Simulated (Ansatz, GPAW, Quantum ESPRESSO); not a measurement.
# Simulated XPS, UPS and emission spectra of BN, part 5 of 7

Wanted: projected DOS of BN, weighted into photoemission and X-ray emission spectra, at several levels of theory.

Ansatz 0.2.0, Quantum ESPRESSO 7.5 and GPAW 26.7.0; DFT, PBE, plane-wave PAW, default files, scalar-relativistic (the session's first sound run).

So far, pressure (GPa): step 2 (self-consistent run, DOS and bands, PBE) 7.98; step 3 (with PBEsol) 1.95; step 4 (a coarser DOS mesh, PBE) 7.98; step 5 (another volume, PBE) -6.66; step 6 (Quantum ESPRESSO: self-consistent run) 7.82.

The database entry behind the starting cell has ideal inner coordinates that were not refined, so it need not match the best structure at ambient conditions.

### 8. Projected DOS and spectra

Level of this step: DFT, PBE, plane waves, ultrasoft GBRV pseudopotentials, scalar-relativistic (Quantum ESPRESSO).

projwfc.x splits the states by atom and shell, which the spectra need, since each shell has its own cross section.

projwfc.in

```
&projwfc
  prefix = 'pes'
  outdir = './tmp'
  filpdos = 'pes'
  ngauss = 0
  degauss = 0.00735
  DeltaE = 0.05
  Emin = -15.42
  Emax = 26.58
/
```

The run is started by

```sh
$ OMP_NUM_THREADS=1 mpirun -n 2 projwfc.x -nk 2 -in projwfc.in > projwfc.out
```

What it wrote:

```text
[banner, memory and clock lines left out]
Program PROJWFC v.7.5 starts

          URL

     ./tmp/pes.save/

     IMPORTANT: XC functional enforced from input :
     Exchange-correlation= PBE
                           (   1   4   3   4   0   0   0)
     Any further DFT definition will be discarded
     Please, verify this is what you really want

     G-vector sticks info

     Gaussian broadening (read from input): ngauss,degauss=   0    0.007350

     Calling projwave ....

  Problem Sizes
  natomwfc =           16
  nbnd     =           20
  nkstot   =          222
  npwx     =          699
  nkb      =           32

     Atomic states used for projection
     (read from pseudopotential files):

     state #   1: atom   1 (N  ), wfc  1 (l=0 m= 1)
     state #   2: atom   1 (N  ), wfc  2 (l=1 m= 1)
     state #   3: atom   1 (N  ), wfc  2 (l=1 m= 2)
     state #   4: atom   1 (N  ), wfc  2 (l=1 m= 3)
     state #   5: atom   2 (N  ), wfc  1 (l=0 m= 1)
     state #   6: atom   2 (N  ), wfc  2 (l=1 m= 1)
     state #   7: atom   2 (N  ), wfc  2 (l=1 m= 2)
     state #   8: atom   2 (N  ), wfc  2 (l=1 m= 3)
     state #   9: atom   3 (B  ), wfc  1 (l=0 m= 1)
     state #  10: atom   3 (B  ), wfc  2 (l=1 m= 1)
     state #  11: atom   3 (B  ), wfc  2 (l=1 m= 2)
     state #  12: atom   3 (B  ), wfc  2 (l=1 m= 3)
     state #  13: atom   4 (B  ), wfc  1 (l=0 m= 1)
     state #  14: atom   4 (B  ), wfc  2 (l=1 m= 1)
     state #  15: atom   4 (B  ), wfc  2 (l=1 m= 2)
     state #  16: atom   4 (B  ), wfc  2 (l=1 m= 3)

 k =   0.0000000000  0.0000000000  0.0000000000
==== e(   1) =    -9.02737 eV ====
     psi = 0.267*[#   9]+0.267*[#  13]+0.231*[#   1]+0.231*[#   5]
    |psi|^2 = 0.997
==== e(   2) =    -4.83288 eV ====
     psi = 0.293*[#   1]+0.293*[#   5]+0.134*[#  10]+0.134*[#  14]+0.070*[#   9]
          +0.070*[#  13]+0.002*[#   2]+0.002*[#   6]
    |psi|^2 = 0.997
==== e(   3) =     0.47055 eV ====
     psi = 0.303*[#   2]+0.303*[#   6]+0.107*[#  10]+0.107*[#  14]+0.086*[#   9]
          +0.086*[#  13]+0.002*[#   1]+0.002*[#   5]
    |psi|^2 = 0.993
==== e(   4) =     9.34007 eV ====
     psi = 0.189*[#   3]+0.189*[#   4]+0.189*[#   7]+0.189*[#   8]+0.060*[#  11]
          +0.060*[#  12]+0.060*[#  15]+0.060*[#  16]
    |psi|^2 = 0.996
==== e(   5) =     9.34007 eV ====
     psi = 0.189*[#   3]+0.189*[#   4]+0.189*[#   7]+0.189*[#   8]+0.060*[#  11]
          +0.060*[#  12]+0.060*[#  15]+0.060*[#  16]
    |psi|^2 = 0.996
==== e(   6) =    11.22866 eV ====
     psi = 0.443*[#   2]+0.443*[#   6]+0.053*[#  10]+0.053*[#  14]
    |psi|^2 = 0.992
==== e(   7) =    11.47698 eV ====
     psi = 0.227*[#   3]+0.227*[#   4]+0.227*[#   7]+0.227*[#   8]+0.021*[#  11]
          +0.021*[#  12]+0.021*[#  15]+0.021*[#  16]
    |psi|^2 = 0.993
==== e(   8) =    11.47699 eV ====
     psi = 0.227*[#   3]+0.227*[#   4]+0.227*[#   7]+0.227*[#   8]+0.021*[#  11]
          +0.021*[#  12]+0.021*[#  15]+0.021*[#  16]
    |psi|^2 = 0.993
==== e(   9) =    19.92052 eV ====
     psi = 0.223*[#  11]+0.223*[#  12]+0.223*[#  15]+0.223*[#  16]+0.019*[#   3]
          +0.019*[#   4]+0.019*[#   7]+0.019*[#   8]
    |psi|^2 = 0.968
==== e(  10) =    19.92052 eV ====
     psi = 0.223*[#  11]+0.223*[#  12]+0.223*[#  15]+0.223*[#  16]+0.019*[#   3]
          +0.019*[#   4]+0.019*[#   7]+0.019*[#   8]
    |psi|^2 = 0.968
==== e(  11) =    20.10887 eV ====
     psi = 0.386*[#  10]+0.386*[#  14]+0.045*[#   2]+0.045*[#   6]+0.031*[#   1]
          +0.031*[#   5]+0.029*[#   9]+0.029*[#  13]
    |psi|^2 = 0.980
==== e(  12) =    21.19336 eV ====
     psi = 0.196*[#   9]+0.196*[#  13]+0.176*[#   1]+0.176*[#   5]+0.099*[#  10]
          +0.099*[#  14]
    |psi|^2 = 0.944
==== e(  13) =    22.47905 eV ====
     psi = 0.224*[#   1]+0.224*[#   5]+0.199*[#   9]+0.199*[#  13]+0.051*[#  10]
          +0.051*[#  14]+0.007*[#   2]+0.007*[#   6]
    |psi|^2 = 0.961
==== e(  14) =    23.47196 eV ====
     psi = 0.182*[#  11]+0.182*[#  12]+0.182*[#  15]+0.182*[#  16]+0.057*[#   3]
          +0.057*[#   4]+0.057*[#   7]+0.057*[#   8]
    |psi|^2 = 0.954
==== e(  15) =    23.47196 eV ====
     psi = 0.182*[#  11]+0.182*[#  12]+0.182*[#  15]+0.182*[#  16]+0.057*[#   3]
          +0.057*[#   4]+0.057*[#   7]+0.057*[#   8]
    |psi|^2 = 0.954
==== e(  16) =    27.83749 eV ====
     psi = 0.162*[#   2]+0.162*[#   6]+0.135*[#   9]+0.135*[#  13]+0.134*[#  10]
          +0.134*[#  14]+0.008*[#   1]+0.008*[#   5]
    |psi|^2 = 0.878
[...]
psi = 0.002*[#  11]+0.002*[#  12]+0.002*[#  15]+0.002*[#  16]
[...]
psi = 0.002*[#  11]+0.002*[#  12]+0.002*[#  15]+0.002*[#  16]
[...]
psi = 0.006*[#   1]+0.006*[#   5]+0.003*[#  10]+0.003*[#  14]+0.003*[#   9]
          +0.003*[#  13]
[...]
psi = 0.013*[#   2]+0.013*[#   6]+0.008*[#   1]+0.008*[#   5]+0.004*[#  10]
          +0.004*[#  14]
[...]
k =   0.0000000000  0.0000000000  0.0603953322
[...]
+0.016*[#  14]+0.002*[#   2]+0.002*[#   6]
[...]
+0.074*[#  13]+0.009*[#   2]+0.009*[#   6]
[...]
+0.082*[#  13]+0.015*[#   1]+0.015*[#   5]
[...]
psi = 0.003*[#  11]+0.003*[#  12]+0.003*[#  15]+0.003*[#  16]
[...]
psi = 0.003*[#  11]+0.003*[#  12]+0.003*[#  15]+0.003*[#  16]
[...]
+0.003*[#  14]
[...]
+0.003*[#  14]
[...]
k =   0.0000000000  0.0000000000  0.1207906644
[...]
k =   0.0000000000  0.0000000000  0.1811859967
[...]
+0.005*[#  13]
[...]
k =   0.0000000000  0.0000000000  0.2415813289
[...]
+0.006*[#   6]
[...]
k =   0.0000000000  0.0000000000 -0.3019766611
[...]
+0.005*[#   6]
[...]
+0.005*[#   6]
[...]
k =   0.0000000000  0.0641500299  0.0000000000
[...]
+0.009*[#  12]+0.009*[#  15]+0.009*[#  16]+0.001*[#   3]+0.001*[#   4]
          +0.001*[#   7]+0.001*[#   8]
[...]
+0.067*[#  13]+0.002*[#  11]+0.002*[#  12]+0.002*[#  15]+0.002*[#  16]
          +0.001*[#   2]+0.001*[#   6]
[...]
+0.084*[#  13]+0.002*[#   1]+0.002*[#   5]+0.001*[#  11]+0.001*[#  12]
          +0.001*[#  15]+0.001*[#  16]
[...]
+0.059*[#  12]+0.059*[#  15]+0.059*[#  16]+0.006*[#   9]+0.006*[#  13]
          +0.003*[#   1]+0.003*[#   5]+0.001*[#  10]+0.001*[#  14]
[...]
+0.001*[#  15]+0.001*[#  16]
[...]
+0.003*[#   1]+0.003*[#   5]+0.001*[#  10]+0.001*[#  14]
[...]
+0.003*[#  16]
[...]
+0.002*[#  13]
[...]
psi = 0.002*[#  11]+0.002*[#  12]+0.002*[#  15]+0.002*[#  16]
[...]
k =   0.0000000000  0.0641500299  0.1207906644
[...]
+0.002*[#  15]+0.002*[#  16]
[...]
+0.001*[#  15]+0.001*[#  16]
[...]
+0.003*[#   1]+0.003*[#   5]+0.001*[#  10]+0.001*[#  14]
[...]
+0.001*[#   2]+0.001*[#   6]
[...]
psi = 0.003*[#  11]+0.003*[#  12]+0.003*[#  15]+0.003*[#  16]
[...]
k =   0.0000000000  0.0641500299  0.1811859967
[...]
+0.006*[#  15]+0.006*[#  16]
[...]
+0.002*[#  15]+0.002*[#  16]
[...]
+0.001*[#  15]+0.001*[#  16]
[...]
+0.003*[#   1]+0.003*[#   5]+0.002*[#  10]+0.002*[#  14]
[...]
+0.002*[#   2]+0.002*[#   6]
[...]
k =   0.0000000000  0.0641500299  0.2415813289
[...]
+0.004*[#  15]+0.004*[#  16]
[...]
+0.003*[#  15]+0.003*[#  16]
[...]
+0.001*[#  15]+0.001*[#  16]
[...]
+0.002*[#  15]+0.002*[#  16]
[...]
+0.003*[#   1]+0.003*[#   5]+0.002*[#  10]+0.002*[#  14]
[...]
+0.001*[#   3]+0.001*[#   4]+0.001*[#   7]+0.001*[#   8]
[...]
k =   0.0000000000  0.0641500299 -0.3019766611
[...]
+0.003*[#   1]+0.003*[#   5]+0.003*[#  10]+0.003*[#  14]
[...]
+0.003*[#   1]+0.003*[#   5]+0.003*[#  10]+0.003*[#  14]
[...]
k =   0.0000000000  0.1283000598  0.0000000000
[...]
+0.011*[#   1]+0.011*[#   5]+0.004*[#  10]+0.004*[#  14]
[...]
+0.010*[#   9]+0.010*[#  13]+0.010*[#  10]+0.010*[#  14]
[...]
+0.011*[#   3]+0.011*[#   4]+0.011*[#   7]+0.011*[#   8]
[...]
k =   0.0000000000  0.1283000598  0.0603953322
[...]
+0.011*[#   1]+0.011*[#   5]+0.004*[#  10]+0.004*[#  14]
[...]
+0.011*[#   3]+0.011*[#   4]+0.011*[#   7]+0.011*[#   8]
[...]
psi = 0.001*[#  11]+0.001*[#  12]+0.001*[#  15]+0.001*[#  16]
[...]
k =   0.0000000000  0.1283000598  0.1207906644
[...]
psi = 0.002*[#  11]+0.002*[#  12]+0.002*[#  15]+0.002*[#  16]
[...]
psi = 0.008*[#   1]+0.008*[#   5]+0.004*[#   9]+0.004*[#  13]
[...]
k =   0.0000000000  0.1283000598  0.1811859967
[...]
psi = 0.003*[#  11]+0.003*[#  12]+0.003*[#  15]+0.003*[#  16]
[...]
k =   0.0000000000  0.1283000598  0.2415813289
[...]
k =   0.0000000000  0.1283000598 -0.3019766611
[...]
k =   0.0000000000  0.1924500897  0.0000000000
[...]
+0.003*[#   3]+0.003*[#   4]+0.003*[#   7]+0.003*[#   8]
[...]
+0.018*[#   1]+0.018*[#   5]+0.006*[#  10]+0.006*[#  14]
[...]
+0.036*[#  12]+0.036*[#  15]+0.036*[#  16]
[...]
+0.034*[#   4]+0.034*[#   7]+0.034*[#   8]
[...]
+0.067*[#   4]+0.067*[#   7]+0.067*[#   8]
[...]
psi = 0.008*[#   1]+0.008*[#   5]+0.002*[#   9]+0.002*[#  13]
[...]
k =   0.0000000000  0.1924500897  0.0603953322
[...]
+0.017*[#   1]+0.017*[#   5]+0.007*[#  10]+0.007*[#  14]
[...]
+0.071*[#  12]+0.071*[#  15]+0.071*[#  16]
[...]
+0.008*[#  15]+0.008*[#  16]+0.002*[#   9]+0.002*[#  13]
[...]
+0.038*[#  12]+0.038*[#  15]+0.038*[#  16]
[...]
+0.036*[#   4]+0.036*[#   7]+0.036*[#   8]
[...]
+0.066*[#   4]+0.066*[#   7]+0.066*[#   8]
[...]
+0.002*[#  15]+0.002*[#  16]
[...]
+0.003*[#  15]+0.003*[#  16]
[...]
psi = 0.008*[#   1]+0.008*[#   5]+0.002*[#   9]+0.002*[#  13]
[...]
k =   0.0000000000  0.1924500897  0.1207906644
[...]
+0.009*[#  15]+0.009*[#  16]
[...]
+0.069*[#  12]+0.069*[#  15]+0.069*[#  16]
[...]
+0.019*[#  11]+0.019*[#  12]+0.019*[#  15]+0.019*[#  16]+
[... cut ...]
]+0.021*[#  15]+0.021*[#  16]
[...]
+0.001*[#  10]+0.001*[#  14]
[...]
+0.003*[#   2]+0.003*[#   6]
[...]
+0.010*[#  15]+0.010*[#  16]+0.005*[#   2]+0.005*[#   6]
[...]
k =   0.2777777778  0.4811252243  0.1207906644
[...]
+0.001*[#   3]+0.001*[#   4]+0.001*[#   7]+0.001*[#   8]
[...]
+0.016*[#  11]+0.016*[#  12]+0.016*[#  15]+0.016*[#  16]
[...]
+0.005*[#  10]+0.005*[#  14]
[...]
k =   0.2777777778  0.4811252243  0.1811859967
[...]
+0.002*[#   2]+0.002*[#   6]
[...]
+0.014*[#   2]+0.014*[#   6]+0.010*[#   9]+0.010*[#  13]
[...]
k =   0.2777777778  0.4811252243  0.2415813289
[...]
+0.003*[#   6]
[...]
+0.001*[#   8]
[...]
+0.005*[#  14]
    |psi|^2 = 0.998
==== e(   4) =     2.71942 eV ====
     psi = 0.128*[#   3]+0.128*[#   4]+0.128*[#   7]+0.128*[#   8]+0.072*[#   9]
[...]
+0.009*[#  14]
    |psi|^2 = 0.997
==== e(   5) =     4.15719 eV ====
     psi = 0.135*[#   3]+0.135*[#   4]+0.135*[#   7]+0.135*[#   8]+0.074*[#  11]
[...]
+0.037*[#   2]+0.037*[#   6]+0.001*[#  10]+0.001*[#  14]
    |psi|^2 = 0.997
==== e(   6) =     4.99434 eV ====
     psi = 0.146*[#   3]+0.146*[#   4]+0.146*[#   7]+0.146*[#   8]+0.086*[#  11]
[...]
+0.011*[#   9]+0.011*[#  13]+0.003*[#  10]+0.003*[#  14]+0.002*[#   1]
          +0.002*[#   5]
    |psi|^2 = 0.998
==== e(   7) =     7.77516 eV ====
     psi = 0.248*[#   2]+0.248*[#   6]+0.112*[#  10]+0.112*[#  14]+0.047*[#   3]
          +0.047*[#   4]+0.047*[#   7]+0.047*[#   8]+0.014*[#   9]+0.014*[#  13]
          +0.013*[#  11]+0.013*[#  12]+0.013*[#  15]+0.013*[#  16]+0.005*[#   1]
          +0.005*[#   5]
    |psi|^2 = 0.998
==== e(   8) =     8.50950 eV ====
     psi = 0.272*[#   2]+0.272*[#   6]+0.111*[#  10]+0.111*[#  14]+0.044*[#   3]
          +0.044*[#   4]+0.044*[#   7]+0.044*[#   8]+0.014*[#  11]+0.014*[#  12]
          +0.014*[#  15]+0.014*[#  16]
    |psi|^2 = 0.998
==== e(   9) =    20.10475 eV ====
     psi = 0.090*[#  11]+0.090*[#  12]+0.090*[#  15]+0.090*[#  16]+0.055*[#   3]
          +0.055*[#   4]+0.055*[#   7]+0.055*[#   8]+0.047*[#  10]+0.047*[#  14]
          +0.034*[#   1]+0.034*[#   5]+0.017*[#   9]+0.017*[#  13]+0.015*[#   2]
          +0.015*[#   6]
    |psi|^2 = 0.809
==== e(  10) =    20.55240 eV ====
     psi = 0.168*[#  10]+0.168*[#  14]+0.109*[#   1]+0.109*[#   5]+0.057*[#   9]
          +0.057*[#  13]+0.034*[#  11]+0.034*[#  12]+0.034*[#  15]+0.034*[#  16]
          +0.023*[#   2]+0.023*[#   6]+0.010*[#   3]+0.010*[#   4]+0.010*[#   7]
          +0.010*[#   8]
    |psi|^2 = 0.889
==== e(  11) =    22.05967 eV ====
     psi = 0.150*[#  10]+0.150*[#  14]+0.070*[#   1]+0.070*[#   5]+0.048*[#  11]
          +0.048*[#  12]+0.048*[#  15]+0.048*[#  16]+0.035*[#   9]+0.0
```

Run time: 1.6 s. Hardware: 2 MPI ranks of Arm Neoverse V2, shared host; 3.7 s of CPU time.

This step gave:

```
gap from the DOS mesh                          : 5.207 eV
share of occupied states in no projected shell : 0.0023 of the occupied states in the window
```

Simulated valence spectra by photon energy, shown to 13 eV, since a deeper line would dwarf them at some energies; the 100 % can be that line's tail at the edge; this run's widths, added to any smearing of the DOS itself: Gaussian 0.35 eV, Lorentzian 0.05 eV. Table of intensity by binding energy, zero at the valence-band maximum; values in % of the maximum within 13 eV:

```csv
binding energy (eV),21.2 eV,40.8 eV,1486.7 eV,5414.7 eV
-1,0.216,0.221,0.239,0.184
0,3.16,3.28,2.19,0.969
1,23.0,23.6,16.5,8.01
2,50.5,51.1,37.9,20.5
3,99.2,99.2,79.6,47.8
4,72.0,72.1,73.4,54.1
5,58.6,58.8,67.9,53.9
6,46.2,47.3,73.6,67.1
7,44.7,46.6,92.1,90.8
8,42.6,45.1,97.8,98.0
9,51.4,53.5,95.2,88.6
10,20.9,21.9,36.6,32.7
11,1.14,1.19,2.22,2.09
12,-,0.213,1.11,1.31
```

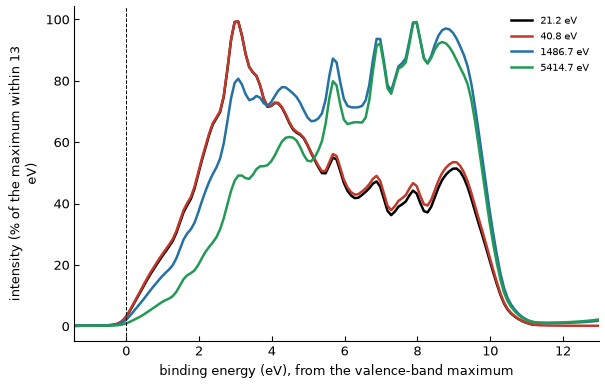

Intensity against binding energy.

Spectra as before, but with a recipe of its own (widths, and in some runs the light), which changes peak heights and what is resolved: Gaussian 0.35 eV, Lorentzian 0.05 eV plus 0 times the binding energy, unpolarised light, analyser at 54.7°, Fermi edge at 300 K; some photon energies differ too.

(Part 5 of 7 ends here.)

[Logs are printed without paths, hosts, clocks, repeated set-up lines and the standing remarks that a program may print on its own settings, such as how far it seeks lower states.]

[Hosts, paths, dates, database ids (printed as entryN), source tags and the programs' standing remarks are cut or masked in the printed files.]

[Maps of the electrostatic potential energy from Ansatz leave out the sawtooth potential of an applied field or a dipole correction, so their vacuum need not be flat; work functions include it.]

[Peak lists hold at most the 14 tallest peaks of each spectrum; further lines can be left out.]
